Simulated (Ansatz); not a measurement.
## Electronic structure of GaSb in real space

The calculation's input:

```
crystal:
  lattice:
    - [0.0300421967, 3.0652622066, 3.0652622066]
    - [3.0652622066, 0.0300421967, 3.0652622066]
    - [3.0652622066, 3.0652622066, 0.0300421967]
  atoms:
    - { symbol: Ga, position: [0.0006714577, 0.0006714577, 0.0006714577] }
    - { symbol: Sb, position: [0.2493285423, 0.2493285423, 0.2493285423] }
kpoints:
  mp_grid: { grid: [8, 8, 8] }
  band_path:
    path:
      - [0.0, 0.0, 0.0]
      - [-0.5, -0.5, 0.0]
      - [-0.375, -0.375, 0.25]
      - [-0.375, 0.0, 0.375]
      - [0.0, 0.0, 0.5]
      - [-0.5, -0.25, 0.25]
    npoints: 1
hamiltonian:
  xc: pbe
scf:
  occupations: { method: fermi_dirac, width: 0.02 }
  n_extra_bands: 4
output:
  forces: true
  stress: true
  eigenvalues: true
  write_density: true
  write_potential: true
  elf: true
  volumetric_format: npy
```

Run with:

```sh
ansatz run input.yaml --threads 2 --pin off --max-ram 29491MiB --backend cpu --events-out ev --progress --plain --runs-dir out
```

Below, planes, directions and counts refer to the conventional cell (a = 4.29 Å, b = 4.29 Å, c = 10.67 Å, α = 90.00°, β = 90.00°, γ = 120.00°).

Space group R3m; started from the zincblende prototype, which need not be the ambient phase; changed on purpose from its base cell (epitaxial 111 strain -1.0%); computed pressure about 3 GPa in this cell.

The calculation used DFT, PBE, plane waves, PAW (Ansatz 0.2.0).

Core electrons are frozen (PAW), and the valence fields are smoothed inside the atomic spheres.

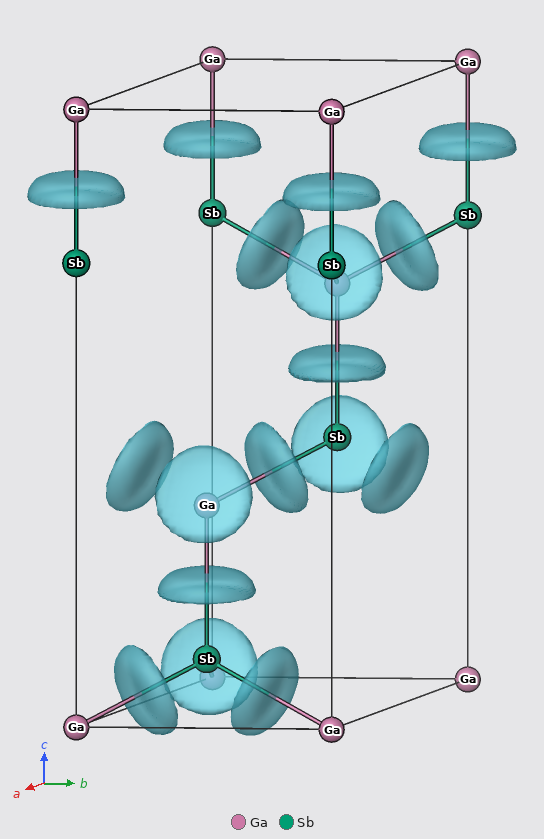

Figure 1. Isosurface of the ELF at 0.6 (cyan), seen at an oblique angle. Only the valence region is drawn (cores and ρ < 0.01 e/Å³ removed). Sticks mark near contacts.

> What do the ELF domains correspond to?

The ELF exceeds this value in twelve regions between bonded Ga–Sb atoms (shared pairs), counted in one cell of 6 atoms. Any copies at cell faces, edges or corners count once. Along the contacts the grid gives the following. Ga–Sb (2.64 Å): the ELF peaks at about 0.70 between the atoms.

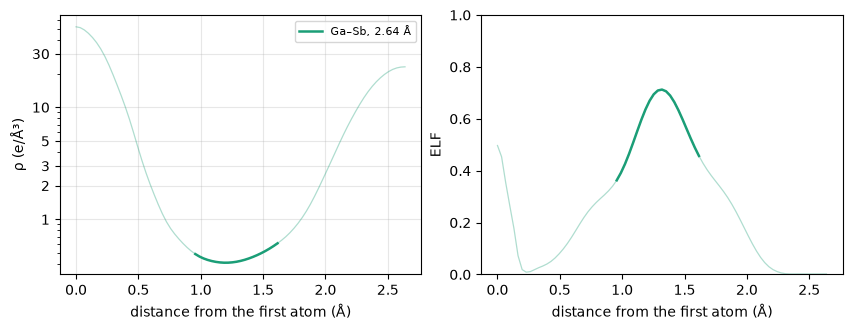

Figure 2. Valence electron density and electron localisation function along straight lines between neighbouring atoms. Thin, pale parts lie inside the atomic spheres.

> What can be read from the curves?

Ga–Sb (2.64 Å): ρ is about 0.43 e/Å³ halfway; the ELF peaks at about 0.70 between the atoms.
